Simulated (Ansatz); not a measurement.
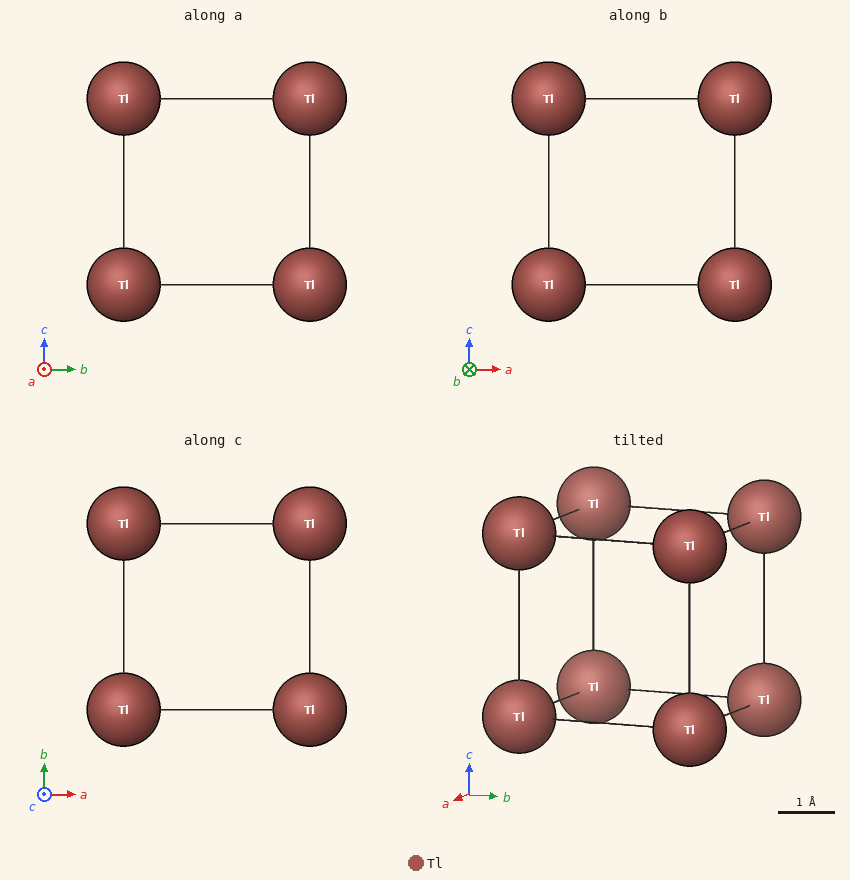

This spheres-only model is shown along the a axis, along the b axis, along the c axis and slightly off an axis. Lines trace the edges of the conventional unit cell.

Lattice parameters: a = 3.3365 Å, b = 3.3365 Å, c = 3.3365 Å, α = 90.000°, β = 90.000°, γ = 90.000°.

### From the views, write a CIF in P1 with every atom of the cell.

```cif
data_structure
_symmetry_space_group_name_H-M 'P 1'
_symmetry_Int_Tables_number 1
_cell_length_a 3.3365
_cell_length_b 3.3365
_cell_length_c 3.3365
_cell_angle_alpha 90.000
_cell_angle_beta 90.000
_cell_angle_gamma 90.000
_cell_volume 37.14
loop_
_atom_site_label
_atom_site_type_symbol
_atom_site_fract_x
_atom_site_fract_y
_atom_site_fract_z
_atom_site_occupancy
Tl1 Tl 0.0000 0.0000 0.0000 1
```

The structure was taken from a structure type filled with this element by a generator (whether the element takes this form wasn't checked). Earlier steps of the study may have refined or changed the cell and positions. It was run through Ansatz as a DFT input.
